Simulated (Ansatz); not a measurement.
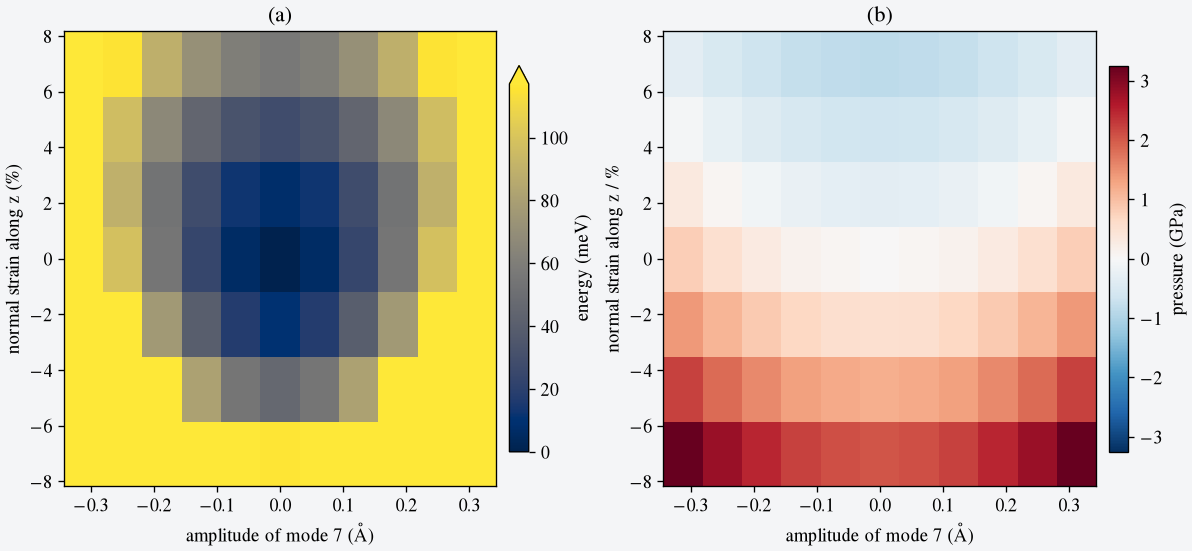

KCl (Fm-3m, No. 225; 4 atoms in the cell). The energy is mapped over a normal mode and a strain (zone-centre modes of the 4-atom cell of this scan, which folds in the wave vector (0, 0, 1/2) of the primitive cell) (x, y and z along the cube axes). First axis: amplitude of mode 7 (109 cm⁻¹), largest displacement in the unstrained cell. Second axis: normal strain along z. Nothing is relaxed (the pattern is fixed in fractional coordinates). The scan uses an 11 × 7 grid; 42 points were computed and 35 follow by symmetry. Points are written as (first, second). Energies: meV per cell, counted from the lowest grid point. Computed with DFT PBEsol, scalar-relativistic, plane waves, PAW in Ansatz 0.2.0. Settings: cutoff 420 eV, k-mesh 6×6×6, gaussian smearing 0.05 eV, no spin polarisation.

Panel (a) is the energy; panel (b) is the computed pressure, in GPa.

Drawn: one coloured cell a grid point, one colour for all values above the top of the scale.

How does the pressure vary over the map, and what is it at the lowest grid point?

It runs from −0.84 GPa at (0.000 Å, 7.00 %) to 3.25 GPa at (−0.312 Å, −7.00 %). At the lowest grid point, (0.000 Å, 0.00 %), it is 0.02 GPa.
